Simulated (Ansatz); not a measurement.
## SiC: a changed input and its effect

System: SiC (P6/mmm, 4 atoms in the cell).
Method of run A: DFT PBE, scalar-relativistic, plane waves, PAW, no spin polarisation (Ansatz 0.2.0).

The structure was made by a generator, so it may or may not be a known phase. Text and figures count atoms from 1; the logs count them from 0 in places.

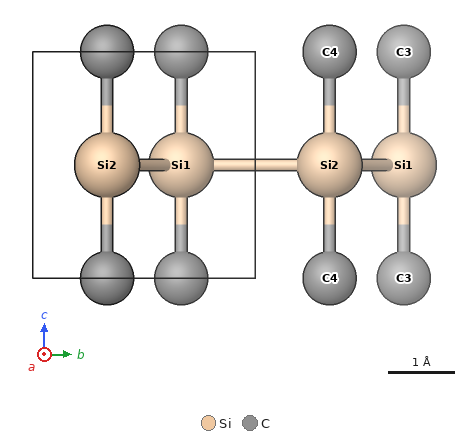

The structure as given in the input (ball-and-stick view of the cell of the calculation, repeated 1 × 2 × 1, along the a axis; atoms are numbered from 1 in the order of the input). An atom can appear more than once, as a periodic image.

## Input, run A
```yaml
crystal:
  lattice:
    - [3.92369891, 0.0, 0.0]
    - [-1.96184946, 3.39802294, 0.0]
    - [0.0, 0.0, 3.45636682]
  atoms:
    - { symbol: Si, position: [0.33333333, 0.66666667, 0.5] }
    - { symbol: Si, position: [0.66666667, 0.33333333, 0.5] }
    - { symbol: C, position: [0.33333333, 0.66666667, 0.0] }
    - { symbol: C, position: [0.66666667, 0.33333333, 0.0] }
basis:
  ecutwfc: 420
kpoints:
  mp_grid: { grid: [6, 6, 6] }
hamiltonian:
  xc: pbe
scf:
  occupations: { method: gaussian, width: 0.1 }
  lower_state_search: "off"
output:
  forces: true
  stress: true
  eigenvalues: true
```

Command:
```bash
ansatz run input.yaml --threads 1 --pin off --max-ram 2560MiB --backend cpu --events-out ev --progress --plain --runs-dir out
```

Hardware: 1 thread of Intel Xeon (Sapphire Rapids), 16 GiB of memory available, shared host.

## Output, shortened to warnings, some set-up lines, iterations and results (run A)
```
Basis set: ecut = 420 eV, 935 PW (Γ), exchange–correlation on 54×54×48 points (8 copies of the dense FFT grid, shifted against one another)
Symmetry: 24 space group operations
k-points: 28 of 216
Initial density: superposition of atomic densities (neutral atoms: chi_scale 0, normalization atom), corrected by the library's trained network
[...]
SCF iter   1: F=—  HF=-1764.196185 eV  |F-HF|=—  |Δ(HF+E_count)|=         —  Δρ=1.10e-2  dr2=1.24e-1  ethr=1.77e-3  ⟨swp⟩=5.7  Hψ=2409  notcnv=0
SCF iter   2: F=—  HF=-1764.181052 eV  |F-HF|=—  |Δ(HF+E_count)|=   1.51e-2  Δρ=7.11e-3  dr2=5.41e-2  ethr=7.78e-4  ⟨swp⟩=1.1  Hψ=564  notcnv=0
SCF iter   3: F=—  HF=-1764.170176 eV  |F-HF|=—  |Δ(HF+E_count)|=   1.09e-2  Δρ=7.96e-4  dr2=1.63e-4  ethr=3.38e-4  ⟨swp⟩=2.6  Hψ=624  notcnv=0
SCF iter   4: F=—  HF=-1764.170254 eV  |F-HF|=—  |Δ(HF+E_count)|=   7.79e-5  Δρ=1.07e-4  dr2=6.34e-6  ethr=1.02e-6  ⟨swp⟩=2.0  Hψ=574  notcnv=0
SCF iter   5: F=—  HF=-1764.170572 eV  |F-HF|=—  |Δ(HF+E_count)|=   3.18e-4  Δρ=1.10e-5  dr2=3.52e-8  ethr=6.25e-10  ⟨swp⟩=4.9  Hψ=2082  notcnv=0
SCF iter   6: F=-1764.170572 eV  HF=-1764.170572 eV  |F-HF|=8.44e-11  |Δ(HF+E_count)|=   3.23e-8  Δρ=2.11e-6  dr2=2.14e-9  ethr=2.20e-10  ⟨swp⟩=2.3  Hψ=1184  notcnv=0
SCF 1 converged in 6 iterations: F = -1764.170572 eV  dr2 = 2.14e-9
SCF converged after 6 iterations
Free energy (F): -1764.170572 eV
Harris-Foulkes:  -1764.170572 eV  (|F-HF|=8.44e-11)
Internal energy: -1764.150219 eV  (E = F + TS)
E sigma→0 (E₀):  -1764.160395 eV
Entropy (-TS):   -0.020353 eV (-5.088 meV/atom)
Fermi energy:    8.849822 eV
--- Per-component energies (eV) ---
  E_band       = 32.376509
  E_kinetic    = 267.605850
  E_local      = -281.253821  (includes V_loc(G=0)·N_el)
  E_nonlocal   = 113.105198
  E_hartree    = 83.718103
  E_xc         = -210.615281
  E_vxc        = -217.840159  (∫ρ·V_xc dr)
  E_paw        = -1223.192617  (= ΣΔE_a)
  E_vpaw       = -16.677128  (= ΣTr[D̂ρ^β])
  E_aug_tail   = 0.000020  (compensation charges beyond the density's cutoff)
  E_ewald      = -513.517671
  E_smearing   = -0.020353  (= −TS)
  E_closure    = 0.000000  (closes the sum)
  Σ components = -1764.170572   (vs F -1764.170572, Δ=0.00e0)
--- Forces (eV/Å), atoms counted from 1 ---
  atom   1  Si     0.00000000     0.00000000    -0.00000000
  atom   2  Si    -0.00000000    -0.00000000     0.00000000
  atom   3  C     -0.00000000     0.00000000    -0.00000000
  atom   4  C      0.00000000    -0.00000000     0.00000000
  max |Σ_I F_I| component: 7.40e-17 eV/Å
--- Stress (GPa, compression-positive) ---
       25.382273       0.000000       0.000000
       -0.000000      25.382273      -0.000000
        0.000000      -0.000000      81.987985
  P = ⅓ Tr σ = 44.2508 GPa (442.508 kbar)
```

The input of run B differs as follows (lines with − go, lines with + come):
```diff
-    - { symbol: C, position: [0.33333333, 0.66666667, 0.0] }
-    - { symbol: C, position: [0.66666667, 0.33333333, 0.0] }
+    - { symbol: C, position: [0.33333333, 0.66666667, 0.0], spin: 1.0 }
+    - { symbol: C, position: [0.66666667, 0.33333333, 0.0], spin: 1.0 }
+  populations: true
+magnetization:
+  spin_polarized: true
```

Predict how the results change.

The energy is the same within 0.01 meV per atom. With spin allowed, the absolute moment of the cell comes to 0.00 μB. The SCF takes 19 iterations against 6. On the same kind of shared host run B took about 3.2 times as long. The two runs start from different initial densities, which also moves the count.

## Output, shortened to warnings, some set-up lines, iterations and results (run B)
```
WARN: the starting moments were not kept: the SCF closed with an absolute magnetisation of 5.4e-6 μB, where they sum to 2 μB in size (2 sites). That is at most 0.1 of that sum. Measured as dr2_m measures the in/out step, that magnetisation stands 3.1e-12 eV from none, at or under the dr2_threshold of 1.0e-7 eV: it is no larger than a step whose dr2_m would equal this threshold. The system may …
Basis set: ecut = 420 eV, 935 PW (Γ), exchange–correlation on 54×54×48 points (8 copies of the dense FFT grid, shifted against one another)
Symmetry: 24 space group operations
k-points: 28 of 216
Initial density: superposition of atomic densities (chi_scale 0.1, normalization cell)
[...]
SCF iter   1: F=—  HF=-1765.245769 eV  |F-HF|=—  |Δ(HF+E_count)|=         —  Δρ=6.13e-2 (↑3.88e-2 ↓6.13e-2)  dr2=4.41e0  dr2_m=1.27e-1  M=1.243 μB ∫|m|=1.243 μB  β_m=0.30  …
SCF iter   2: F=—  HF=-1764.612227 eV  |F-HF|=—  |Δ(HF+E_count)|=   6.34e-1  Δρ=4.41e-2 (↑2.81e-2 ↓4.41e-2)  dr2=1.89e0  dr2_m=1.15e-1  M=1.029 μB ∫|m|=1.029 μB  β_m=0.30  …
SCF iter   3: F=—  HF=-1764.049988 eV  |F-HF|=—  |Δ(HF+E_count)|=   5.62e-1  Δρ=1.92e-2 (↑1.43e-2 ↓1.92e-2)  dr2=1.34e-1  dr2_m=9.39e-2  M=0.841 μB ∫|m|=0.841 μB  β_m=0.30  …
SCF iter   4: F=—  HF=-1764.055929 eV  |F-HF|=—  |Δ(HF+E_count)|=   5.94e-3  Δρ=1.47e-2 (↑1.47e-2 ↓1.23e-2)  dr2=1.42e-2  dr2_m=7.24e-2  M=0.695 μB ∫|m|=0.695 μB  β_m=0.30  …
SCF iter   5: F=—  HF=-1764.092914 eV  |F-HF|=—  |Δ(HF+E_count)|=   3.70e-2  Δρ=1.13e-2 (↑1.09e-2 ↓1.13e-2)  dr2=3.93e-4  dr2_m=5.17e-2  M=0.594 μB ∫|m|=0.594 μB  β_m=0.30  …
[... 10 lines ...]
SCF iter  16: F=-1764.170572 eV  HF=-1764.170572 eV  |F-HF|=3.73e-10  |Δ(HF+E_count)|=   1.59e-7  Δρ=4.40e-6 (↑2.41e-6 ↓4.40e-6)  dr2=9.11e-9  dr2_m=3.50e-9  M=-0.001 μB …
SCF iter  17: F=-1764.170572 eV  HF=-1764.170572 eV  |F-HF|=9.81e-10  |Δ(HF+E_count)|=   9.19e-9  Δρ=1.45e-6 (↑1.45e-6 ↓1.14e-6)  dr2=3.75e-10  dr2_m=6.32e-10  M=-0.000 μB …
SCF iter  18: F=-1764.170572 eV  HF=-1764.170572 eV  |F-HF|=4.96e-11  |Δ(HF+E_count)|=   2.94e-9  Δρ=2.82e-7 (↑2.45e-7 ↓2.82e-7)  dr2=6.84e-12  dr2_m=2.76e-11  M=-0.000 μB …
SCF iter  19: F=-1764.170572 eV  HF=-1764.170572 eV  |F-HF|=9.09e-13  |Δ(HF+E_count)|=  1.07e-10  Δρ=3.32e-8 (↑3.07e-8 ↓3.32e-8)  dr2=8.54e-14  dr2_m=4.11e-13  M=-0.000 μB …
SCF 1 converged in 19 iterations: F = -1764.170572 eV  dr2 = 8.54e-14
SCF converged after 19 iterations
Magnetization: -0.0000 μB (8.0000 up, 8.0000 down)
Absolute magnetization: 0.0000 μB (∫|ρ↑−ρ↓|)
Spin contamination: 0.0000 ħ² per cell (⟨S²⟩ above its minimum at these occupations)
Per-site moments (μB) at R_I (Å): [(-1.643437558687943e-7, 0.712875656625), (-1.6434375586538425e-7, 0.712875656625), (-8.872489700268906e-7, 0.712875656625), (-8.872489700255973e-7, 0.712875656625)]
Free energy (F): -1764.170572 eV
Harris-Foulkes:  -1764.170572 eV  (|F-HF|=9.09e-13)
Internal energy: -1764.150219 eV  (E = F + TS)
E sigma→0 (E₀):  -1764.160395 eV
Entropy (-TS):   -0.020353 eV (-5.088 meV/atom)
Fermi energy:    8.849813 eV
--- Per-component energies (eV) ---
  E_band       = 32.376373
  E_kinetic    = 267.606018
  E_local      = -281.254182  (includes V_loc(G=0)·N_el)
  E_nonlocal   = 113.105198
  E_hartree    = 83.718321
  E_xc         = -210.615292
  E_vxc        = -217.840176  (∫ρ·V_xc dr)
  E_paw        = -1223.192631  (= ΣΔE_a)
  E_vpaw       = -16.677144  (= ΣTr[D̂ρ^β])
  E_aug_tail   = 0.000020  (compensation charges beyond the density's cutoff)
  E_ewald      = -513.517671
  E_smearing   = -0.020353  (= −TS)
  E_closure    = -0.000000  (closes the sum)
  Σ components = -1764.170572   (vs F -1764.170572, Δ=0.00e0)
--- Forces (eV/Å), atoms counted from 1 ---
  atom   1  Si     0.00000000     0.00000000    -0.00000000
  atom   2  Si     0.00000000    -0.00000000     0.00000000
  atom   3  C      0.00000000     0.00000000    -0.00000000
  atom   4  C     -0.00000000    -0.00000000     0.00000000
  max |Σ_I F_I| component: 7.40e-17 eV/Å
--- Stress (GPa, compression-positive) ---
       25.382555       0.000000       0.000000
        0.000000      25.382555      -0.000000
        0.000000      -0.000000      81.987325
  P = ⅓ Tr σ = 44.2508 GPa (442.508 kbar)
--- Löwdin populations: 4 sites ---
  site symbol       q [e]    m [muB]
     0     Si      3.4135    -0.0000
     1     Si      3.4135    -0.0000
     2      C      4.4532    -0.0000
     3      C      4.4532    -0.0000
  spilling = 0.016651 (of n_electrons = 16.000000)
```

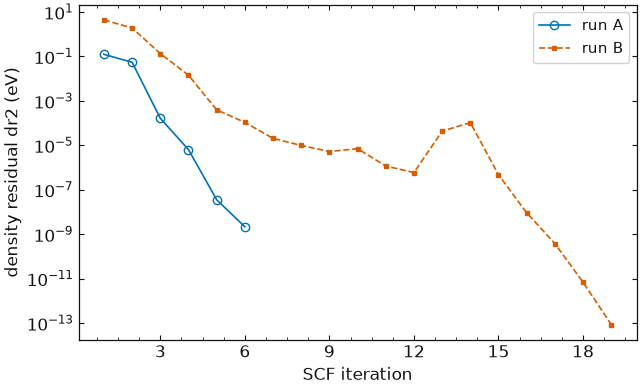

Convergence of the two runs: density residual dr2 against the SCF iteration. Run A takes 6 iterations in all, and run B takes 19.

## The two runs side by side

```tsv
quantity	run A	run B
outcome	converged	converged
free energy per atom (eV)	−441.0426	−441.0426
energy per atom, smearing taken to zero (eV)	−441.0401	−441.0401
gap on the mesh (eV)	0.00	0.00
pressure (GPa)	44.25	44.25
largest force (eV/Å)	0.000	0.000
SCF iterations	6	19
irreducible k-points	28	28
plane waves at Γ	935	935
net moment of the cell (μB)	–	0.00
absolute moment of the cell (μB)	–	0.00
wall time (shared host)	2.1 s	6.8 s
```

For run B: Warnings: some starting moments were not kept.
